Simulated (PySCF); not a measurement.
## What a change does: NMR shielding calculation on C5H11N

System: C5H11N (piperidine), SMILES C1CCNCC1.
Method of run A: GIAO BHandHLYP/pcSseg-1 NMR shielding, non-relativistic, gas phase (PySCF 2.14.0).

The geometry comes from this level: GFN2-xTB. Text and figures count atoms from 1; the logs count them from 0 in places.

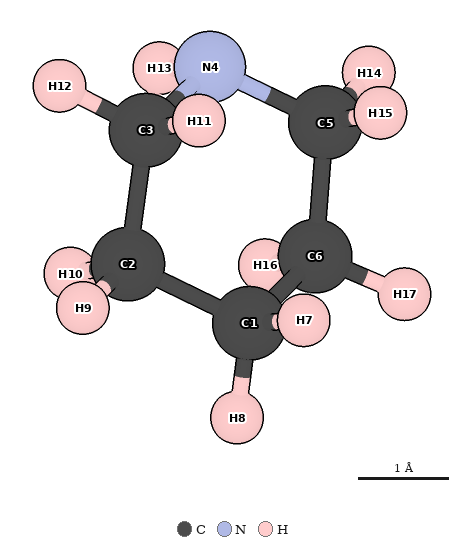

Fig. 1: The input geometry (ball-and-stick view, seen at a tilt; atoms are numbered from 1 in the order of the input).

**Input file, run A**
```
{"job": {"kind": "nmr", "xc": "BHandHLYP", "basis": "pcSseg-1", "pop": false}, "charge": 0, "multiplicity": 1}
C      1.057832    -0.717110     0.418517
C     -0.081596    -1.346840    -0.381124
C     -1.380507    -0.573246    -0.124004
N     -1.266887     0.842397    -0.423957
C     -0.182697     1.453982     0.322626
C      1.169212     0.769886     0.085563
H      0.854364    -0.832154     1.486185
H      1.999586    -1.224998     0.198107
H     -0.209610    -2.393961    -0.101626
H      0.156731    -1.308808    -1.447986
H     -1.653885    -0.661093     0.932342
H     -2.196788    -0.985101    -0.722796
H     -1.092477     0.958779    -1.419164
H     -0.131477     2.510347     0.046835
H     -0.442472     1.390126     1.384104
H      1.455323     0.888836    -0.963448
H      1.938349     1.240988     0.699916
```

The first line tells a small driver script what to run in PySCF; the rest is the geometry in Å.

Launched with:
```bash
OMP_NUM_THREADS=1 python <driver script> task.json out
```

Hardware: 1 CPU thread, shared host.

**Output (run A)**
```
coarse grid: 13312 points
cycle   1  E = -251.6411097368  dE =  8.683e-01  |g| = 3.332e-01  |ddm| = 3.470e+00
cycle   2  E = -251.6615700013  dE = -2.046e-02  |g| = 2.193e-01  |ddm| = 4.962e-01
cycle   3  E = -251.6718847217  dE = -1.031e-02  |g| = 6.151e-02  |ddm| = 2.358e-01
cycle   4  E = -251.6726824290  dE = -7.977e-04  |g| = 1.127e-02  |ddm| = 4.975e-02
cycle   5  E = -251.6727085449  dE = -2.612e-05  |g| = 4.166e-03  |ddm| = 1.423e-02
cycle   6  E = -251.6727124699  dE = -3.925e-06  |g| = 6.582e-04  |ddm| = 3.711e-03
final grid: 126128 points
cycle   7  E = -251.7061564617  dE = -2.384e-05  |g| = 3.548e-03  |ddm| = 1.755e-02
cycle   8  E = -251.7061571057  dE = -6.440e-07  |g| = 3.233e-03  |ddm| = 6.111e-03
cycle   9  E = -251.7061596705  dE = -2.565e-06  |g| = 1.848e-04  |ddm| = 2.754e-03
cycle  10  E = -251.7061596789  dE = -8.435e-09  |g| = 5.197e-05  |ddm| = 2.817e-04
cycle  11  E = -251.7061596795  dE = -6.054e-10  |g| = 1.995e-05  |ddm| = 6.766e-05
converged SCF energy = -251.7061596795

GIAO shielding tensors (ppm)
atom      isotropic    diamagn.    paramagn.     s11        s22        s33       span
  0 C      157.565     246.125     -88.560    152.902    156.843    162.949     10.046
  1 C      153.556     247.607     -94.051    140.834    155.326    164.507     23.673
  2 C      135.552     243.298    -107.746    122.474    131.253    152.929     30.455
  3 N      209.056     320.530    -111.474    183.643    186.251    257.273     73.630
  4 C      135.545     243.300    -107.755    122.461    131.252    152.921     30.460
  5 C      153.560     247.601     -94.041    140.859    155.323    164.497     23.638
  6 H       30.502      31.147      -0.645     27.339     28.409     35.757      8.418
  7 H       30.078      30.103      -0.025     25.417     27.818     36.997     11.580
  8 H       30.474      30.282       0.192     26.447     27.986     36.989     10.542
  9 H       30.813      31.513      -0.700     27.668     28.784     35.987      8.319
 10 H       29.385      30.093      -0.708     25.090     28.402     34.663      9.572
 11 H       28.857      29.169      -0.312     23.777     27.703     35.093     11.316
 12 H       32.003      33.493      -1.491     25.281     30.667     40.060     14.779
 13 H       28.856      29.168      -0.312     23.775     27.702     35.092     11.317
 14 H       29.384      30.092      -0.708     25.086     28.402     34.662      9.576
 15 H       30.813      31.511      -0.699     27.665     28.785     35.987      8.322
 16 H       30.474      30.280       0.194     26.447     27.987     36.989     10.542
```

The input of run B differs as follows (lines with − go, lines with + come):
```diff
-"xc": "BHandHLYP"
+"xc": "PBE0"
-"pop": false
```

What does this change do to the results?

The total energies belong to different methods, so their difference says nothing on which is more stable or more accurate. The HOMO goes from −7.47 to −6.12 eV. The LUMO goes from 2.15 to 1.46 eV. The dipole moment goes from 1.24 to 1.20 D. Of all shieldings, the largest change is that of N4, by −2.1 ppm. The functional changes from BHandHLYP to PBE0. The SCF takes 14 iterations against 11.

**Output (run B)**
```
coarse grid: 13312 points
cycle   1  E = -251.4877951757  dE =  6.418e-01  |g| = 3.953e-01  |ddm| = 3.493e+00
cycle   2  E = -251.4801596063  dE =  7.636e-03  |g| = 4.515e-01  |ddm| = 8.348e-01
cycle   3  E = -251.5299155327  dE = -4.976e-02  |g| = 5.252e-02  |ddm| = 4.537e-01
cycle   4  E = -251.5304332473  dE = -5.177e-04  |g| = 1.163e-02  |ddm| = 5.212e-02
cycle   5  E = -251.5304513146  dE = -1.807e-05  |g| = 7.583e-03  |ddm| = 1.700e-02
cycle   6  E = -251.5304636992  dE = -1.238e-05  |g| = 6.044e-04  |ddm| = 6.463e-03
cycle   7  E = -251.5304637732  dE = -7.401e-08  |g| = 2.252e-04  |ddm| = 6.348e-04
final grid: 126128 points
cycle   8  E = -251.5670863994  dE = -5.267e-05  |g| = 8.460e-03  |ddm| = 3.465e-02
cycle   9  E = -251.5670781703  dE =  8.229e-06  |g| = 1.037e-02  |ddm| = 1.686e-02
cycle  10  E = -251.5671046705  dE = -2.650e-05  |g| = 5.927e-04  |ddm| = 9.229e-03
cycle  11  E = -251.5671047406  dE = -7.004e-08  |g| = 1.446e-04  |ddm| = 6.931e-04
cycle  12  E = -251.5671047435  dE = -2.968e-09  |g| = 8.397e-05  |ddm| = 1.726e-04
cycle  13  E = -251.5671047450  dE = -1.428e-09  |g| = 4.008e-06  |ddm| = 6.781e-05
cycle  14  E = -251.5671047450  dE = -3.524e-12  |g| = 2.203e-06  |ddm| = 6.193e-06
converged SCF energy = -251.5671047450

GIAO shielding tensors (ppm)
atom      isotropic    diamagn.    paramagn.     s11        s22        s33       span
  0 C      157.473     246.870     -89.396    152.628    156.833    162.958     10.330
  1 C      153.727     248.453     -94.726    140.358    155.301    165.521     25.162
  2 C      134.830     244.530    -109.701    120.739    130.660    153.090     32.351
  3 N      206.908     319.947    -113.039    181.813    183.252    255.659     73.846
  4 C      134.823     244.533    -109.710    120.726    130.660    153.081     32.355
  5 C      153.732     248.448     -94.716    140.384    155.299    165.513     25.128
  6 H       30.263      30.960      -0.697     27.090     28.256     35.444      8.355
  7 H       29.819      30.037      -0.218     25.153     27.604     36.701     11.548
  8 H       30.230      30.213       0.017     26.301     27.738     36.651     10.350
  9 H       30.617      31.342      -0.725     27.442     28.648     35.760      8.318
 10 H       29.116      29.926      -0.810     24.760     28.266     34.321      9.561
 11 H       28.576      29.100      -0.524     23.545     27.503     34.680     11.135
 12 H       31.768      33.204      -1.437     25.125     30.535     39.644     14.519
 13 H       28.575      29.099      -0.524     23.543     27.502     34.679     11.136
 14 H       29.115      29.925      -0.811     24.756     28.267     34.321      9.564
 15 H       30.617      31.340      -0.723     27.440     28.649     35.761      8.321
 16 H       30.231      30.211       0.019     26.301     27.739     36.652     10.351
```

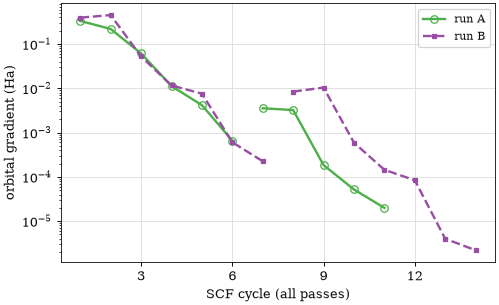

Fig. 2: Convergence of the two runs: orbital gradient against the SCF cycle. A break in a curve parts two SCF passes (coarse and final grid). Run A takes 11 cycles in all, and run B takes 14.

**The two runs side by side**

```tsv
quantity	run A	run B
outcome	converged	converged
total energy (hartree)	−251.706160	−251.567105
HOMO (eV)	−7.47	−6.12
LUMO (eV)	2.15	1.46
dipole moment (D)	1.24	1.20
shielding of C3 (ppm)	135.6	134.8
shielding of N4 (ppm)	209.1	206.9
shielding of C5 (ppm)	135.5	134.8
shielding of H11 (ppm)	29.4	29.1
shielding of H12 (ppm)	28.9	28.6
shielding of H14 (ppm)	28.9	28.6
shielding of H15 (ppm)	29.4	29.1
SCF iterations	11	14
basis functions	157	157
wall time (shared host)	16 s	25 s
```
